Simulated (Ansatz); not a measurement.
Run report: C, single-point calculation (part 2 of 2)

C (slab, 20 atoms in the cell); DFT PBEsol, scalar-relativistic, plane waves, PAW, no spin polarisation (Ansatz 0.2.0); cutoff 420 eV, 12×12×1 k-mesh, Gaussian smearing of 0.05 eV. The structure derives from an entry of the Crystallography Open Database. It belongs to a series of runs on one base structure; here: (0 0 1) slab cut from the bulk.

Geometry of the input (Å; fractional positions):
```
2.5068  0.0000  0.0000
-1.2534  2.1710  0.0000
0.0000  0.0000  34.0716
C  0.3333  0.6667  0.2201
C  0.0000  0.0000  0.2353
C  0.0000  0.0000  0.2804
C  0.6667  0.3333  0.2955
C  0.6667  0.3333  0.3406
C  0.3333  0.6667  0.3558
C  0.3333  0.6667  0.4016
C  0.6667  0.3333  0.4168
C  0.6667  0.3333  0.4619
C  0.0000  0.0000  0.4771
C  0.0000  0.0000  0.5229
C  0.6667  0.3333  0.5381
C  0.6667  0.3333  0.5832
C  0.3333  0.6667  0.5983
C  0.3333  0.6667  0.6434
C  0.0000  0.0000  0.6586
C  0.0000  0.0000  0.7044
C  0.3333  0.6667  0.7196
C  0.3333  0.6667  0.7647
C  0.6667  0.3333  0.7799
```

```
WARN: The output density's exchange-correlation potential varies sharply where the density is thin. Do not read a vacuum level from v_tot or v_xc, or from such a field of the output density. On a cell that repeats whose density bears no net charge and no dipole along the vacuum's axis use v_es (v_loc + v_h of the components); under efield.dipole_correction with no amplitude use v_es + v_field, which holds any external_charges[].barrier, or the levels of the report's work_function block, which leave it out; under a non-zero efield.amplitude the vacuum is tilted and has no level; on a cell that repeats and bears such a dipole with no correction it is tilted too, and efield.dipole_correction with no amplitude gives each side of its ramp a level where efield: is served; in a cell that repeats whose density bears a net charge (total_charge, or a fill off its count) it is curved and has none; of a slab under crystal.periodic whose density bears no net charge use v_es, which has a level on each side, short of where the two are joined; of another it falls or rises all the way out and has none; of a slab beside external_charges read slab_vacuum_level instead, which it has where they leave it neutral. The grid or the basis barely resolves most such structure, and the values can differ between equally converged runs; as a rule a tighter scf.convergence.dr2_threshold does not remove it. Where the density itself ripples (under the LDA too) a higher basis.ecutwfc lessens it. The files hold the spikes' plane waves up to the density's cutoff. Files: v_tot_of_output_density and the like, and their columns of v_z.tsv (output.write_potential); v_xc_of_output_density and the like, and their columns of v_comp_z.tsv (output.write_potential_components). Measured: with its Gaussian average of σ = 0.25 Å subtracted twice, the exchange-correlation potential is over 0.1 eV at 2088 of the grid points where the equally averaged density (valence and model cores) is under 1e-3 e/Å³, and 0.467 eV at the most among them, at an averaged density of 8.6e-8 e/Å³. The input density's (outcome.potential() and, of a run that writes arrays, v_tot and v_xc) is over 0.1 eV, so measured, at 1127 points of its own thin density, 0.245 eV at the most. See output.write_potential in the manual, Limitations
SCF converged after 24 iterations
Free energy (F): -4927.985647 eV
Harris-Foulkes:  -4927.985647 eV  (|F-HF|=7.24e-8)
Internal energy: -4927.962686 eV  (E = F + TS)
E sigma→0 (E₀):  -4927.974167 eV
Entropy (-TS):   -0.022961 eV (-1.148 meV/atom)
Fermi energy:    6.478366 eV
Dipole field:    D = -0.000562 V/Å  (p = -0.000576 e·Å, saw-weighted, corrected)
Work function:   Φ+ = 5.6248 eV   Φ− = 5.6057 eV
Levels:          The Fermi level and band energies are counted from a zero that moves with the ramp; work functions are not
--- Per-component energies (eV) ---
  E_band       = -265.870252
  E_kinetic    = 1834.779698
  E_local      = -95814.697982  (includes V_loc(G=0)·N_el)
  E_nonlocal   = 535.812566
  E_hartree    = 47256.965790
  E_xc         = -964.733365
  E_vxc        = -1200.972751  (∫ρ·V_xc dr)
  E_paw        = -1905.959328  (= ΣΔE_a)
  E_vpaw       = -134.698404  (= ΣTr[D̂ρ^β])
  E_aug_tail   = 0.000168  (compensation charges beyond the density's cutoff)
  E_efield     = 0.000000  (sawtooth field / dipole correction)
  E_vefield    = -0.000126  (∫n·V_field dr)
  E_ewald      = 44129.447757
  E_core_change = 0.422010  (= ΣΔE_core)
  E_smearing   = -0.022961  (= −TS)
  E_closure    = 0.000000  (closes the sum)
  Σ components = -4927.985647   (vs F -4927.985647, Δ=0.00e0)
--- Forces (eV/Å), atoms counted from 1 ---
  atom   1  C      0.00000000     0.00000000     4.26607337
  atom   2  C     -0.00000000    -0.00000000    -4.82799718
  atom   3  C      0.00000000     0.00000000     0.85472926
  atom   4  C      0.00000000    -0.00000000    -0.40322576
  atom   5  C      0.00000000     0.00000000     0.15802997
  atom   6  C      0.00000000    -0.00000000    -0.07128874
  atom   7  C      0.00000000    -0.00000000     0.03868136
  atom   8  C      0.00000000     0.00000000    -0.02037617
  atom   9  C      0.00000000    -0.00000000     0.01089298
  atom  10  C      0.00000000     0.00000000    -0.00824571
  atom  11  C      0.00000000     0.00000000     0.00859761
  atom  12  C      0.00000000    -0.00000000    -0.01127455
  atom  13  C      0.00000000     0.00000000     0.01972296
  atom  14  C      0.00000000    -0.00000000    -0.03744886
  atom  15  C      0.00000000     0.00000000     0.07897937
  atom  16  C      0.00000000    -0.00000000    -0.16036618
  atom  17  C      0.00000000    -0.00000000     0.37357871
  atom  18  C     -0.00000000     0.00000000    -0.82149256
  atom  19  C      0.00000000    -0.00000000     4.79205485
  atom  20  C     -0.00000000     0.00000000    -4.23953596
  max |Σ_I F_I| component: 8.88e-5 eV/Å
--- Stress (GPa, compression-positive) ---
        0.088136       0.000000      -0.000000
        0.000000       0.088136       0.000000
       -0.000000       0.000000      -2.265638
  P = ⅓ Tr σ = -0.6965 GPa (-6.965 kbar)
--- Band table (eV; the first three rows and the last of 19) ---
  k-point 0: bands = ["-16.3515", "-16.0672", "-15.6374", "-15.1355", "-14.4756", "-13.7612", "-12.9009", "-11.9723", "-10.9928", "-10.5265", "-7.7025", "-6.4449", "-5.0221", "-3.5280", "-1.9075", "-0.2857", "1.3754", "2.4443", "2.4443", "2.6696", "2.6696", "2.9597", "2.9618", "2.9618", "3.3602", "3.3602", "3.7545", "3.7545", "4.2590", "4.2590", "4.3606", "4.7006", "4.7006", "5.1124", "5.1124", "5.7882", "5.7882", "5.8350", "5.8350", "6.5013", "6.5794", "10.8266", "10.8266", "11.1744", "11.3150", "11.3150", "11.7110", "11.8193", "11.8193", "11.9839", "12.0453", "12.6600", "12.6600", "12.7545", "12.8991", "12.9637", "12.9637", "13.2506", "13.6429", "13.7846"]
  k-point 1: bands = ["-16.1784", "-15.8945", "-15.4652", "-14.9640", "-14.3053", "-13.5921", "-12.7339", "-11.8080", "-10.8318", "-10.3708", "-7.5453", "-6.2956", "-4.8826", "-3.4021", "-1.8008", "-0.2086", "1.4018", "1.5799", "1.8121", "2.0614", "2.1225", "2.2930", "2.5306", "2.6095", "2.9081", "2.9532", "3.0087", "3.4390", "3.4973", "3.8875", "3.9433", "4.2739", "4.3705", "4.4111", "4.8351", "4.9849", "5.0324", "5.5077", "5.5509", "6.5974", "6.6352", "10.8635", "11.1289", "11.2278", "11.5301", "11.7198", "11.7522", "11.9854", "12.2274", "12.2598", "12.3251", "12.5346", "12.9220", "13.0684", "13.1460", "13.3117", "13.4696", "13.5410", "13.6695", "13.9572"]
  k-point 2: bands = ["-15.6608", "-15.3779", "-14.9505", "-14.4513", "-13.7965", "-13.0872", "-12.2357", "-11.3179", "-10.3517", "-9.9058", "-7.0858", "-5.8619", "-4.4836", "-3.0547", "-1.5332", "-0.4407", "-0.2558", "-0.0459", "0.1566", "0.6190", "1.0155", "1.2125", "1.4356", "1.4537", "1.6625", "1.8006", "2.1372", "2.2059", "2.5056", "2.6854", "3.0029", "3.1941", "3.2717", "3.3467", "3.7034", "3.8761", "4.1482", "4.8163", "4.8527", "6.5620", "6.5662", "10.5930", "10.8419", "11.2837", "11.7400", "12.1681", "12.2122", "12.4813", "12.6521", "12.6864", "12.8080", "13.1042", "13.2503", "13.3196", "13.7016", "13.9363", "14.1181", "14.1969", "14.3901", "14.5470"]
  k-point 18: bands = ["-9.1833", "-8.9043", "-8.8309", "-8.7477", "-8.7187", "-8.5148", "-8.4251", "-8.1248", "-7.9969", "-6.7221", "-6.4528", "-6.4149", "-6.1592", "-5.9402", "-5.9144", "-5.6544", "-5.5161", "-5.2964", "-4.9169", "-4.7626", "-4.3273", "-4.1511", "-4.0673", "-3.5816", "-3.1514", "-2.6259", "-2.5440", "-2.4583", "-2.2488", "-2.0801", "-1.0122", "-0.5408", "-0.2483", "-0.0200", "0.0401", "0.4042", "0.5988", "0.8389", "0.9957", "6.3974", "6.4400", "10.7685", "10.7960", "11.4347", "12.1639", "13.1188", "13.3623", "13.8521", "14.3968", "14.4507", "14.9743", "15.7832", "15.8117", "16.1719", "16.8312", "17.2490", "17.3679", "17.9233", "17.9830", "18.1242"]
```

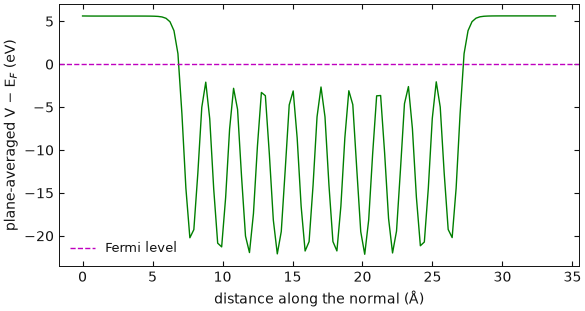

Plane average of the electrostatic potential energy of an electron across the cell, from the Fermi level. The vacuum level lies 5.62 eV above the Fermi level.

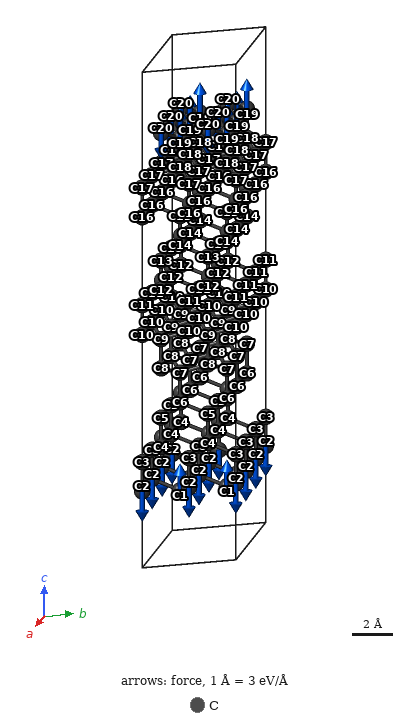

Forces on the atoms as blue arrows (ball-and-stick view of the 3 × 2 repeat of the cell, with the vacuum cut short, seen slightly off an axis; atoms are numbered from 1 in the order of the input); the smallest are left out. The largest act on C2 (4.83 eV/Å); C19 (4.79 eV/Å); C1 (4.27 eV/Å); C20 (4.24 eV/Å). The geometry is not a stationary point of this energy.

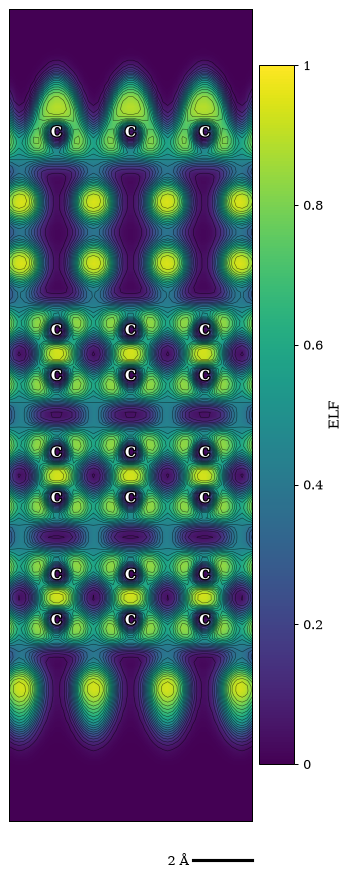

ELF on the (100) plane of the calculation cell, a cut from vacuum to vacuum. Atoms in the plane: C. C–C (1.54 Å): the ELF peaks at about 0.95 between the atoms, which marks a covalent bond. The fields are those of the smooth PAW valence density.

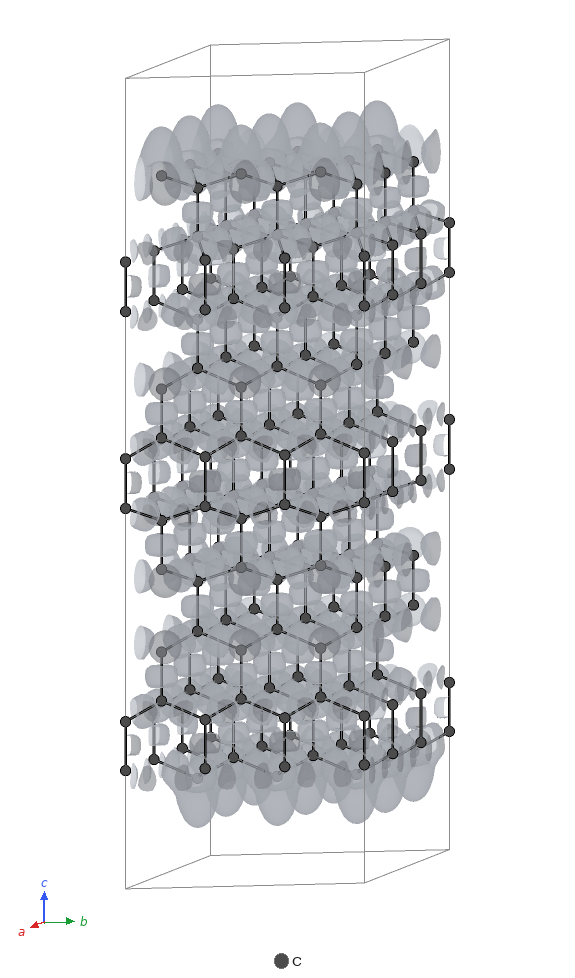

Isosurface of the electron localisation function at 0.7 (grey), seen slightly off an axis. Only the valence region is drawn (cores and ρ < 0.01 e/Å³ removed). Sticks mark near contacts.
